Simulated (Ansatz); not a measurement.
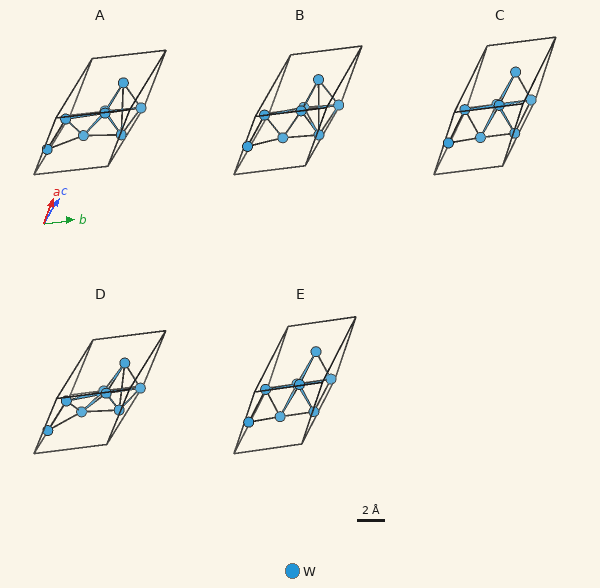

5 geometries from one relaxation of a crystal of W (set up in P1), in shuffled order. A ball-and-stick model of the cell of the calculation, reduced to other axes, seen from a free direction. Lengths and directions refer to the drawn axes.

Case: all atoms moved at random, sigma 0.4 Å for each component; relaxed back.

Level of theory: DFT PBE, scalar-relativistic, plane waves, PAW in Ansatz. Set-up: plane-wave cutoff 420 eV; k-point mesh 8 × 8 × 8; occupations gaussian; smearing width 0.15 eV; no spin polarisation; cell and atoms relaxed; force threshold 0.01 eV/Å; at most 80 steps.

Question: Put them in the order of the run, from the start to the converged end.

Answer: D, A, B, E, C. They are steps 0, 2, 4, 6, 13, at +4252 meV per atom, +759 meV per atom, +211 meV per atom, +20.4 meV per atom relative to the last. The largest moves relative to the cell, 0.82 Å, are those of W atoms. The volume changes by +0.2 %, with a 5.709 → 5.923 Å (+3.7 %), b 5.709 → 5.390 Å (−5.6 %), c 5.709 → 6.028 Å (+5.6 %), α 60.0° → 63.4°, β 60.0° → 52.4°, γ 60.0° → 62.9°. Some distances before and after: W–W 3.071 → 4.684 Å, W–W 1.815 → 3.014 Å, W–W 3.807 → 2.723 Å, W–W 4.383 → 3.325 Å. Bonds break: W–W (3.07 → 4.68 Å). The space group (tolerance 0.01 Å) goes from P1 (No. 1) to Fddd (No. 70). After 11 accepted moves (13 points after the start) the energy has fallen by 4252 meV per atom. The largest force component goes from 39 to 0.0012 eV/Å. The pressure goes from 118.07 to 0.01 GPa. The SCF was repeated twice at an unchanged geometry on a basis and grid sized afresh for the cell, which shifted the energy by 1.0 meV per atom at most.
